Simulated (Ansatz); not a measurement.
Consider Hf4S9 (cell with a defect).

```
Hf S
1.0
     3.60586    0.00000   -5.77039
     3.60586    0.00000    5.77039
    -3.60586   -6.24554    0.00000
Hf S
4 9
Direct
  0.53655 0.47337 0.00883
  0.98421 0.03777 0.01912
  0.49496 0.49109 0.50503
  0.00664 0.00807 0.50490
  0.81499 0.54136 0.35970
  0.28028 0.04294 0.33049
  0.82085 0.59593 0.83648
  0.24719 0.01794 0.83666
  0.68636 0.92485 0.18169
  0.26553 0.50283 0.18928
  0.64508 0.95170 0.61455
  0.22139 0.45871 0.68734
  0.74735 0.19793 0.91587
```

Computed with DFT PBE+D3(BJ), scalar-relativistic, plane waves, PAW in Ansatz 0.2.0.

**What will maps of the valence pseudo-density and electron localisation function show?**

Hf–S (2.44 Å): ρ is about 0.57 e/Å³ halfway; the ELF peaks at about 0.85 in the valence shell of S, 0.8 Å from its nucleus, and is about 0.40 at the midpoint.
Hf–S (2.52 Å): ρ at the midpoint is about 0.48 e/Å³; the ELF peaks at about 0.85 in the valence shell of S, 0.8 Å from its nucleus, and is about 0.40 at the midpoint.

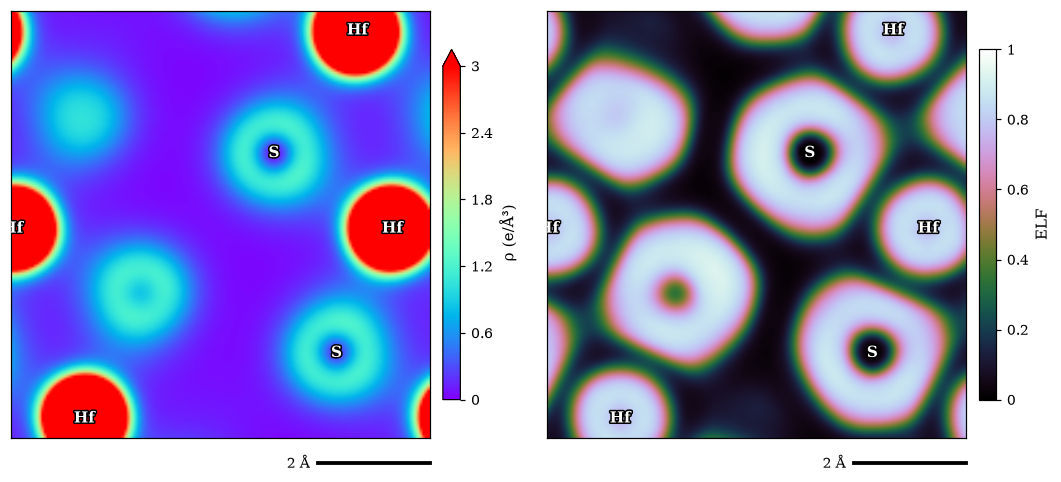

Computed valence pseudo-density and electron localisation function on the (010) plane of the calculation cell, in this order. Atoms just off the plane (S, 0.4 Å away) can leave unmarked features too.

Core electrons are frozen (PAW), and the valence fields are smoothed inside the atomic spheres.
